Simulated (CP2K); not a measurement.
SnTe

```
CELL_PARAMETERS angstrom
4.45597 2.57266 -3.63829
0.00000 5.14532 3.63829
4.45597 -2.57266 3.63829
ATOMIC_POSITIONS crystal
Te 0.00000 0.50000 0.00000
Te 0.00000 0.00000 0.50000
Te 0.50000 0.00000 0.00000
Te 0.50000 0.50000 0.50000
Sn 0.00000 0.00000 0.00000
Sn 0.00000 0.50000 0.50000
Sn 0.50000 0.50000 0.00000
Sn 0.50000 0.00000 0.50000
```

Space group Fm-3m; computed pressure about 4 GPa in this cell.

Computed with CP2K, Kohn-Sham DFT of a periodic cell, RPBE, GTH-PBE with UZH-TZVP basis.

What will maps of the valence pseudo-density and electron localisation function show?

Answer. Sn–Te (3.15 Å): ρ is about 0.2 e/Å³ halfway; the ELF is about 0.50 at the midpoint.

Does the calculation give a band gap?

Answer. It is gapped, with a Kohn–Sham gap of 0.70 eV on the k-point mesh, an upper bound to the gap of this method.

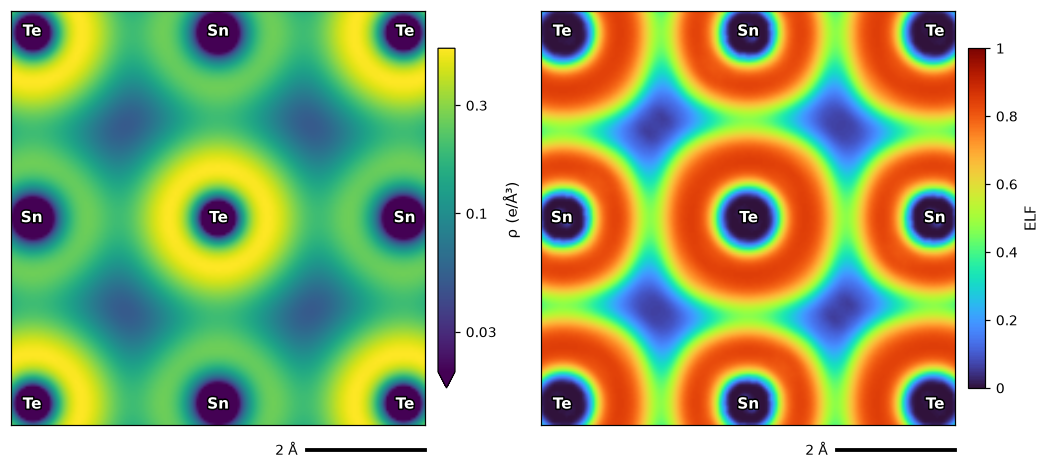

Computed valence pseudo-density and electron localisation function on the (010) plane of the conventional cell, in this order. 

The density is the valence pseudo-density of a pseudopotential calculation; it isn't the true density close to the nuclei.
